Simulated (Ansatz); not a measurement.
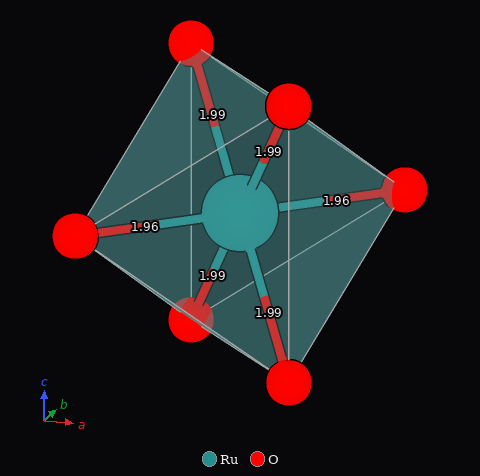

The RuO6 unit about Ru in RuO2. Origin: coordinates from a relaxation with DFT PBE, scalar-relativistic, plane waves, PAW in Ansatz 0.2.0.

RuO2, space group P4_2/mnm (No. 136), a = 4.523 Å, b = 4.523 Å, c = 3.119 Å, α = 90.00°, β = 90.00°, γ = 90.00°

```tsv
site	Wyckoff	x	y	z
Ru	2a	0.0000	0.0000	0.0000
O	4f	0.3057	0.3057	0.0000
```

Q: Compute the usual distortion measures of this polyhedron.

A: It is closest to the octahedron.

| measure | value |
| --- | --- |
| mean bond length | 1.981 Å |
| bond-length distortion index (Baur) | 0.009 |
| effective coordination number (Hoppe) | 5.98 |
| shape measure against the octahedron | 0.86 |
| shape measure against the trigonal prism | 15.92 |
| centre off the ligands' centroid by | 0.00 Å |
| polyhedral volume | 10.11 Å³ |
| quadratic elongation | 1.017 |
| bond-angle variance | 60.4 deg² |
